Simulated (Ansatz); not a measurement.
# Geometry relaxation of Ti (part 1 of 2)

Ti (slab, 6 atoms in the cell), computed with DFT PBE, scalar-relativistic, plane waves, PAW, no spin polarisation (Ansatz 0.2.0).

The structure derives from an entry of the Crystallography Open Database. It belongs to a series of runs on one base structure; here: (1 0 0) slab, atoms relaxed. Figures and captions count atoms from 1; the log counts them from 0 in places.

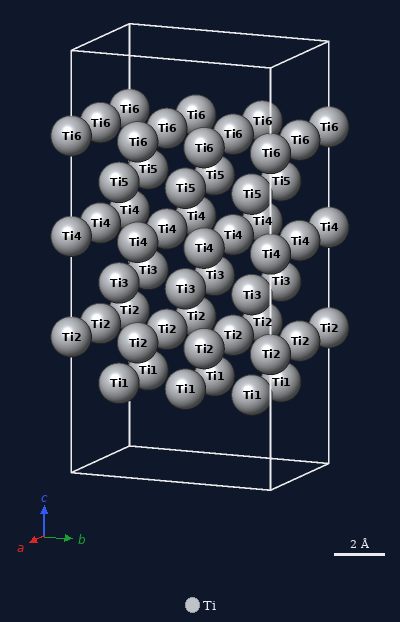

Figure 1. The starting structure (spheres-only view of the 2 × 3 repeat of the cell, with the vacuum cut short, seen slightly off an axis; atoms are numbered from 1 in the order of the input). An atom can appear more than once, as a periodic image.

### Input file
```yaml
crystal:
  lattice:
    - [2.9076478655, 0.0, 0.0]
    - [0.0, 2.9076478655, 0.0]
    - [0.0, 0.0, 25.2800876149]
  atoms:
    - { symbol: Ti, position: [0.5, 0.5, 0.296676187] }
    - { symbol: Ti, position: [0.0, 0.0, 0.3780057122] }
    - { symbol: Ti, position: [0.5, 0.5, 0.4593352374] }
    - { symbol: Ti, position: [0.0, 0.0, 0.5406647626] }
    - { symbol: Ti, position: [0.5, 0.5, 0.6219942878] }
    - { symbol: Ti, position: [0.0, 0.0, 0.703323813] }
basis:
  ecutwfc: 420
kpoints:
  mp_grid: { grid: [12, 12, 1] }
hamiltonian:
  xc: pbe
scf:
  occupations: { method: gaussian, width: 0.1 }
output:
  forces: true
  eigenvalues: true
  write_density: true
  write_potential: true
  elf: true
  volumetric_format: npy
relax:
  adjacent_minimum: "off"
  f_tol: 0.02
  max_steps: 60
efield:
  axis: 3
  dipole_correction: true
  ramp_width: 0.04
```

Run as:
```bash
ansatz run input.yaml --threads 1 --pin off --max-ram 2560MiB --backend cpu --events-out ev --progress --plain --runs-dir out
```

### Log
```
Engine: ansatz 0.2.0, x86_64-unknown-linux-gnu
Pseudopotentials: kind: paw
Pseudopotential: Ti, paw, valence charge 12, recommended cutoff 420 eV (normal), Ti.paw.azcp
Functional definition: PBE
  parameter kappa = 0.804
  parameter beta = 0.06672455060314922
  exchange = pbe_x(kappa = kappa, mu = beta*pi^2/3)
  correlation = pbe_c(beta = beta)
Crystal: 6 atoms, lattice volume = 213.728 Å³
Basis set: ecut = 420 eV, 4145 PW (Γ), exchange–correlation on 40×40×360 points (8 copies of the dense FFT grid, shifted against one another)
Bands: 44, of which v1, the nominal top of the filled ones, is band 36 counted from 1 (35 counted from 0)
Symmetry: 8 space group operations
k-points: 28 of 144
Non-local potential: Ti, projectors of the file, l = 0: 3, l = 1: 2, l = 2: 3, l = 3: 1
PAW form: soft (Blöchl's): semilocal exchange-correlation on the pseudo side does not see the compensation charge
PAW one-centre angular grid: Ti, 590 points (default); XC on 64 Gauss nodes
Initial density: superposition of atomic densities (neutral atoms: chi_scale 0, normalization atom), corrected by the library's trained network
Initial wavefunctions: pseudopotential atomic-orbital guess
Functional: x = pbe(κ = 0.804, μ = 0.2195149727645171), c = pbe(β = 0.06672455060314922)
SCF iter   1: F=—  HF=-14995.840709 eV  |F-HF|=—  |Δ(HF+E_count)|=         —  Δρ=4.11e-3  dr2=2.01e-1  ethr=1.77e-3  p=0.000 e·Å  D=7.04e-14 V/Å  ΔV_dip=-0.00 eV  dr2_dipole=2.54e-6  V_vac-E_F(+/−)=3.72/3.72 eV  ⟨swp⟩=8.7  Hψ=5568  notcnv=0
efield: sawtooth ramp at fractional position 0.9800 (placed from the atoms, in the widest stretch of the axis that holds none; the zero of the levels goes with the place), width 0.0400; the density the first Hamiltonian is built on has a dipole p = 0.000 e·Å; the dipole correction subtracts the counter field D = 7.04e-14 V/Å, which shifts the + side's vacuum level by -0.00 eV against the − side's; the planar-averaged density in the ramp window peaks in size at 1.1e-4 e/Å³
preconditioner: auto → LDOS  [metal: Δε(μ)=0.005 eV  Ē_g=2.241 eV  σ=0.100 eV  W_gap=0.03  n_scr=38 (ndim 8)  ℏωp=12.4 eV  f_vac=0.443  D(μ)=15.78/eV (n_scr^D=188)  β→1.0]
SCF iter   2: F=—  HF=-14995.833253 eV  |F-HF|=—  |Δ(HF+E_count)|=   7.46e-3  Δρ=1.53e-3  dr2=1.95e-2  ethr=2.79e-4  p=-0.000 e·Å  D=-3.13e-7 V/Å  ΔV_dip=0.00 eV  dr2_dipole=1.63e-6  V_vac-E_F(+/−)=3.91/3.91 eV  ⟨swp⟩=2.0  Hψ=1808  notcnv=0  defer=11
SCF iter   3: F=—  HF=-14995.837057 eV  |F-HF|=—  |Δ(HF+E_count)|=   3.80e-3  Δρ=7.60e-4  dr2=5.53e-3  ethr=2.71e-5  p=0.000 e·Å  D=3.59e-6 V/Å  ΔV_dip=-0.00 eV  dr2_dipole=1.54e-7  V_vac-E_F(+/−)=3.95/3.95 eV  ⟨swp⟩=2.2  Hψ=1574  notcnv=0  defer=11
SCF iter   4: F=—  HF=-14995.836192 eV  |F-HF|=—  |Δ(HF+E_count)|=   8.65e-4  Δρ=2.77e-4  dr2=7.60e-4  ethr=7.69e-6  p=0.000 e·Å  D=2.20e-6 V/Å  ΔV_dip=-0.00 eV  dr2_dipole=6.39e-9  V_vac-E_F(+/−)=3.98/3.98 eV  ⟨swp⟩=2.0  Hψ=1459  notcnv=0  defer=9
SCF iter   5: F=—  HF=-14995.836428 eV  |F-HF|=—  |Δ(HF+E_count)|=   2.36e-4  Δρ=1.76e-4  dr2=2.96e-4  ethr=1.06e-6  p=0.000 e·Å  D=1.93e-6 V/Å  ΔV_dip=-0.00 eV  dr2_dipole=6.96e-9  V_vac-E_F(+/−)=4.00/4.00 eV  ⟨swp⟩=2.0  Hψ=1454  notcnv=0  defer=8
SCF iter   6: F=—  HF=-14995.836473 eV  |F-HF|=—  |Δ(HF+E_count)|=   4.51e-5  Δρ=8.88e-5  dr2=5.77e-5  ethr=4.12e-7  p=0.000 e·Å  D=1.36e-6 V/Å  ΔV_dip=-0.00 eV  dr2_dipole=7.40e-9  V_vac-E_F(+/−)=4.00/4.00 eV  ⟨swp⟩=1.5  Hψ=1228  notcnv=0  defer=7
SCF iter   7: F=-14995.836494 eV  HF=-14995.836499 eV  |F-HF|=5.32e-6  |Δ(HF+E_count)|=   2.61e-5  Δρ=4.43e-5  dr2=9.80e-6  ethr=1.39e-8  p=0.000 e·Å  D=6.18e-7 V/Å  ΔV_dip=-0.00 eV  dr2_dipole=1.39e-10  V_vac-E_F(+/−)=4.01/4.01 eV  ⟨swp⟩=18.5  Hψ=11286  notcnv=0
SCF 1 converged in 7 iterations: F = -14995.836494 eV  dr2 = 9.80e-6
  greatest PAW one-centre occupation: 0.999 electrons in one spin orbital (limit 2), on the Ti atom at site 1 (counted from 0), in its partial waves of l = 0
relax step   1: F+E_penalty+E_count = -14995.83649377 eV  Δ(F+E_penalty+E_count) = +0.000e0 eV  max|allowed force component| = 7.242e-1 eV/Å  Δτ_max = 0.0000 Å  (7 SCF iters, dr2 threshold 1.00e-5 eV, accepted)
Initial density: handed on by an earlier stage of this run
Initial wavefunctions: those handed on with the density
SCF iter   1: F=—  HF=-14996.326967 eV  |F-HF|=—  |Δ(HF+E_count)|=         —  Δρ=2.64e-2  dr2=8.70e0  ethr=3.10e-3  p=0.000 e·Å  D=6.18e-7 V/Å  ΔV_dip=-0.00 eV  dr2_dipole=8.15e-8  V_vac-E_F(+/−)=4.07/4.07 eV  ⟨swp⟩=5.5  Hψ=3449  notcnv=0  defer=16
efield: sawtooth ramp at fractional position 0.9800 (handed on by an earlier solve), width 0.0400; the density the first Hamiltonian is built on has a dipole p = 0.000 e·Å; the dipole correction subtracts the counter field D = 6.18e-7 V/Å, which shifts the + side's vacuum level by -0.00 eV against the − side's; the planar-averaged density in the ramp window peaks in size at 1.1e-5 e/Å³
preconditioner: auto → LDOS  [metal: Δε(μ)=0.004 eV  Ē_g=2.385 eV  σ=0.100 eV  W_gap=0.02  n_scr=38 (ndim 8)  ℏωp=12.4 eV  f_vac=0.462  D(μ)=12.22/eV (n_scr^D=136)  β→1.0]
SCF iter   2: F=—  HF=-14995.873163 eV  |F-HF|=—  |Δ(HF+E_count)|=   4.54e-1  Δρ=1.02e-2  dr2=1.26e0  ethr=3.10e-3  p=0.000 e·Å  D=7.94e-7 V/Å  ΔV_dip=-0.00 eV  dr2_dipole=7.66e-7  V_vac-E_F(+/−)=3.84/3.84 eV  ⟨swp⟩=2.9  Hψ=2067  notcnv=0  defer=33
SCF iter   3: F=—  HF=-14995.896956 eV  |F-HF|=—  |Δ(HF+E_count)|=   2.38e-2  Δρ=4.09e-3  dr2=2.37e-1  ethr=1.75e-3  p=0.000 e·Å  D=1.79e-6 V/Å  ΔV_dip=-0.00 eV  dr2_dipole=4.93e-9  V_vac-E_F(+/−)=3.94/3.94 eV  ⟨swp⟩=2.1  Hψ=1702  notcnv=0  defer=33
SCF iter   4: F=—  HF=-14995.885515 eV  |F-HF|=—  |Δ(HF+E_count)|=   1.14e-2  Δρ=2.77e-3  dr2=7.36e-2  ethr=3.30e-4  p=0.000 e·Å  D=8.77e-7 V/Å  ΔV_dip=-0.00 eV  dr2_dipole=5.08e-9  V_vac-E_F(+/−)=3.93/3.93 eV  ⟨swp⟩=2.1  Hψ=1761  notcnv=0  defer=33
SCF iter   5: F=—  HF=-14995.882451 eV  |F-HF|=—  |Δ(HF+E_count)|=   3.06e-3  Δρ=6.02e-4  dr2=6.73e-3  ethr=1.02e-4  p=0.000 e·Å  D=9.53e-7 V/Å  ΔV_dip=-0.00 eV  dr2_dipole=4.58e-9  V_vac-E_F(+/−)=3.93/3.93 eV  ⟨swp⟩=1.7  Hψ=1270  notcnv=0  defer=33
SCF iter   6: F=—  HF=-14995.882567 eV  |F-HF|=—  |Δ(HF+E_count)|=   1.17e-4  Δρ=1.97e-4  dr2=1.71e-4  ethr=9.34e-6  p=0.000 e·Å  D=4.37e-7 V/Å  ΔV_dip=-0.00 eV  dr2_dipole=1.29e-9  V_vac-E_F(+/−)=3.94/3.94 eV  ⟨swp⟩=2.0  Hψ=1535  notcnv=0  defer=33
SCF iter   7: F=—  HF=-14995.882599 eV  |F-HF|=—  |Δ(HF+E_count)|=   3.18e-5  Δρ=7.34e-5  dr2=6.37e-5  ethr=2.37e-7  p=0.000 e·Å  D=3.39e-7 V/Å  ΔV_dip=-0.00 eV  dr2_dipole=5.41e-11  V_vac-E_F(+/−)=3.95/3.95 eV  ⟨swp⟩=2.1  Hψ=1631  notcnv=0  defer=33
SCF iter   8: F=-14995.882608 eV  HF=-14995.882608 eV  |F-HF|=2.68e-7  |Δ(HF+E_count)|=   8.96e-6  Δρ=3.09e-5  dr2=7.21e-6  ethr=4.55e-8  p=0.000 e·Å  D=2.27e-7 V/Å  ΔV_dip=-0.00 eV  dr2_dipole=1.27e-10  V_vac-E_F(+/−)=3.95/3.95 eV  ⟨swp⟩=21.9  Hψ=12496  notcnv=0
SCF 2 converged in 8 iterations: F = -14995.882608 eV  dr2 = 7.21e-6
  greatest PAW one-centre occupation: 0.999 electrons in one spin orbital (limit 2), on the Ti atom at site 4 (counted from 0), in its partial waves of l = 0
relax step   2: F+E_penalty+E_count = -14995.88260767 eV  Δ(F+E_penalty+E_count) = -4.611e-2 eV  max|allowed force component| = 6.651e-1 eV/Å  Δτ_max = 0.1923 Å  (8 SCF iters, dr2 threshold 3.28e-5 eV, accepted)
SCF iter   1: F=—  HF=-14996.059508 eV  |F-HF|=—  |Δ(HF+E_count)|=         —  Δρ=1.26e-2  dr2=2.94e0  ethr=3.10e-3  p=0.000 e·Å  D=2.27e-7 V/Å  ΔV_dip=-0.00 eV  dr2_dipole=1.27e-8  V_vac-E_F(+/−)=3.93/3.93 eV  ⟨swp⟩=3.8  Hψ=2625  notcnv=0  defer=32
efield: sawtooth ramp at fractional position 0.9800 (handed on by an earlier solve), width 0.0400; the density the first Hamiltonian is built on has a dipole p = 0.000 e·Å; the dipole correction subtracts the counter field D = 2.27e-7 V/Å, which shifts the + side's vacuum level by -0.00 eV against the − side's; the planar-averaged density in the ramp window peaks in size at 8.7e-6 e/Å³
preconditioner: auto → LDOS  [metal: Δε(μ)=0.015 eV  Ē_g=2.321 eV  σ=0.100 eV  W_gap=0.09  n_scr=38 (ndim 8)  ℏωp=12.4 eV  f_vac=0.450  D(μ)=14.98/eV (n_scr^D=180)  β→1.0]
SCF iter   2: F=—  HF=-14995.955143 eV  |F-HF|=—  |Δ(HF+E_count)|=   1.04e-1  Δρ=4.48e-3  dr2=2.45e-1  ethr=3.10e-3  p=-0.000 e·Å  D=-4.90e-7 V/Å  ΔV_dip=0.00 eV  dr2_dipole=1.82e-8  V_vac-E_F(+/−)=3.97/3.97 eV  ⟨swp⟩=2.0  Hψ=1580  notcnv=0  defer=28
SCF iter   3: F=—  HF=-14995.969109 eV  |F-HF|=—  |Δ(HF+E_count)|=   1.40e-2  Δρ=2.40e-3  dr2=4.76e-2  ethr=3.40e-4  p=-0.000 e·Å  D=-1.54e-6 V/Å  ΔV_dip=0.00 eV  dr2_dipole=1.08e-9  V_vac-E_F(+/−)=3.95/3.95 eV  ⟨swp⟩=2.1  Hψ=1601  notcnv=0  defer=29
SCF iter   4: F=—  HF=-14995.963865 eV  |F-HF|=—  |Δ(HF+E_count)|=   5.24e-3  Δρ=7.90e-4  dr2=1.83e-3  ethr=6.60e-5  p=-0.000 e·Å  D=-1.00e-6 V/Å  ΔV_dip=0.00 eV  dr2_dipole=8.16e-12  V_vac-E_F(+/−)=3.98/3.98 eV  ⟨swp⟩=2.2  Hψ=1671  notcnv=0  defer=29
SCF iter   5: F=—  HF=-14995.964484 eV  |F-HF|=—  |Δ(HF+E_count)|=   6.19e-4  Δρ=3.12e-4  dr2=5.41e-4  ethr=2.54e-6  p=-0.000 e·Å  D=-9.95e-7 V/Å  ΔV_dip=0.00 eV  dr2_dipole=1.83e-11  V_vac-E_F(+/−)=3.98/3.98 eV  ⟨swp⟩=2.9  Hψ=1774  notcnv=0  defer=29
SCF iter   6: F=—  HF=-14995.964639 eV  |F-HF|=—  |Δ(HF+E_count)|=   1.55e-4  Δρ=1.31e-4  dr2=8.08e-5  ethr=7.52e-7  p=-0.000 e·Å  D=-5.62e-7 V/Å  ΔV_dip=0.00 eV  dr2_dipole=1.67e-10  V_vac-E_F(+/−)=3.99/3.99 eV  ⟨swp⟩=2.0  Hψ=1405  notcnv=0  defer=29
SCF iter   7: F=-14995.964711 eV  HF=-14995.964716 eV  |F-HF|=4.97e-6  |Δ(HF+E_count)|=   7.66e-5  Δρ=5.49e-5  dr2=2.40e-5  ethr=3.84e-8  p=-0.000 e·Å  D=-3.49e-7 V/Å  ΔV_dip=0.00 eV  dr2_dipole=2.17e-11  V_vac-E_F(+/−)=4.00/4.00 eV  ⟨swp⟩=21.4  Hψ=12937  notcnv=0
SCF 3 converged in 7 iterations: F = -14995.964711 eV  dr2 = 2.40e-5
relax step   3: F+E_penalty+E_count = -14995.96471103 eV  Δ(F+E_penalty+E_count) = -8.210e-2 eV  max|allowed force component| = 4.089e-2 eV/Å  Δτ_max = 0.0568 Å  (7 SCF iters, dr2 threshold 2.76e-5 eV, accepted)
iter 1 solved again at ethr=1.12e-3 eV; its pass at ethr=3.10e-3 eV (dr2=8.10e-1 eV) is discarded
SCF iter   1: F=—  HF=-14995.975305 eV  |F-HF|=—  |Δ(HF+E_count)|=         —  Δρ=5.00e-3  dr2=8.51e-1  ethr=1.12e-3  p=-0.000 e·Å  D=-3.49e-7 V/Å  ΔV_dip=0.00 eV  dr2_dipole=1.32e-12  V_vac-E_F(+/−)=4.00/4.00 eV  ⟨swp⟩=1.0  Hψ=3340  notcnv=0  defer=26
efield: sawtooth ramp at fractional position 0.9800 (handed on by an earlier solve), width 0.0400; the density the first Hamiltonian is built on has a dipole p = -0.000 e·Å; the dipole correction subtracts the counter field D = -3.49e-7 V/Å, which shifts the + side's vacuum level by +0.00 eV against the − side's; the planar-averaged density in the ramp window peaks in size at 6.4e-6 e/Å³
preconditioner: auto → LDOS  [metal: Δε(μ)=0.010 eV  Ē_g=2.311 eV  σ=0.100 eV  W_gap=0.05  n_scr=38 (ndim 8)  ℏωp=12.4 eV  f_vac=0.450  D(μ)=14.17/eV (n_scr^D=162)  β→1.0]
SCF iter   2: F=—  HF=-14995.965213 eV  |F-HF|=—  |Δ(HF+E_count)|=   1.01e-2  Δρ=1.09e-3  dr2=5.08e-3  ethr=1.12e-3  p=-0.000 e·Å  D=-1.20e-6 V/Å  ΔV_dip=0.00 eV  dr2_dipole=8.00e-11  V_vac-E_F(+/−)=4.03/4.03 eV  ⟨swp⟩=1.0  Hψ=1201  notcnv=0  defer=26
SCF iter   3: F=—  HF=-14995.965531 eV  |F-HF|=—  |Δ(HF+E_count)|=   3.18e-4  Δρ=3.24e-4  dr2=1.26e-3  ethr=7.05e-6  p=-0.000 e·Å  D=-4.18e-7 V/Å  ΔV_dip=0.00 eV  dr2_dipole=5.33e-10  V_vac-E_F(+/−)=4.02/4.02 eV  ⟨swp⟩=2.7  Hψ=1849  notcnv=0  defer=26
SCF iter   4: F=—  HF=-14995.965541 eV  |F-HF|=—  |Δ(HF+E_count)|=   1.01e-5  Δρ=1.02e-4  dr2=2.07e-4  ethr=1.75e-6  p=-0.000 e·Å  D=-4.42e-7 V/Å  ΔV_dip=0.00 eV  dr2_dipole=5.68e-11  V_vac-E_F(+/−)=4.02/4.02 eV  ⟨swp⟩=2.4  Hψ=1583  notcnv=0  defer=26
SCF iter   5: F=—  HF=-14995.965543 eV  |F-HF|=—  |Δ(HF+E_count)|=   1.90e-6  Δρ=4.23e-5  dr2=1.03e-5  ethr=2.88e-7  p=-0.000 e·Å  D=-2.68e-7 V/Å  ΔV_dip=0.00 eV  dr2_dipole=2.66e-11  V_vac-E_F(+/−)=4.02/4.02 eV  ⟨swp⟩=1.5  Hψ=1290  notcnv=0  defer=26
SCF iter   6: F=—  HF=-14995.965562 eV  |F-HF|=—  |Δ(HF+E_count)|=   1.89e-5  Δρ=1.75e-5  dr2=1.81e-6  ethr=1.43e-8  p=-0.000 e·Å  D=-1.80e-7 V/Å  ΔV_dip=0.00 eV  dr2_dipole=2.28e-11  V_vac-E_F(+/−)=4.02/4.02 eV  ⟨swp⟩=2.2  Hψ=1625  notcnv=0  defer=26
SCF iter   7: F=—  HF=-14995.965562 eV  |F-HF|=—  |Δ(HF+E_count)|=   5.11e-7  Δρ=7.33e-6  dr2=3.40e-7  ethr=2.52e-9  p=-0.000 e·Å  D=-1.12e-7 V/Å  ΔV_dip=0.00 eV  dr2_dipole=2.05e-12  V_vac-E_F(+/−)=4.02/4.02 eV  ⟨swp⟩=2.4  Hψ=1762  notcnv=0  defer=26
SCF iter   8: F=—  HF=-14995.965562 eV  |F-HF|=—  |Δ(HF+E_count)|=   2.77e-7  Δρ=5.63e-6  dr2=1.70e-7  ethr=1.39e-10  p=-0.000 e·Å  D=-7.04e-8 V/Å  ΔV_dip=0.00 eV  dr2_dipole=1.34e-14  V_vac-E_F(+/−)=4.01/4.01 eV  ⟨swp⟩=18.0  Hψ=9656  notcnv=0
SCF iter   9: F=-14995.965562 eV  HF=-14995.965562 eV  |F-HF|=1.10e-8  |Δ(HF+E_count)|=   4.80e-8  Δρ=1.64e-6  dr2=2.26e-8  ethr=1.39e-10  p=-0.000 e·Å  D=-5.78e-8 V/Å  ΔV_dip=0.00 eV  dr2_dipole=7.04e-15  V_vac-E_F(+/−)=4.01/4.01 eV  ⟨swp⟩=10.5  Hψ=7597  notcnv=0
SCF 4 converged in 9 iterations: F = -14995.965562 eV  dr2 = 2.26e-8
relax step   4: F+E_penalty+E_count = -14995.96556245 eV  Δ(F+E_penalty+E_count) = -8.514e-4 eV  max|allowed force component| = 2.720e-3 eV/Å  Δτ_max = 0.0248 Å  (9 SCF iters, accepted)
```
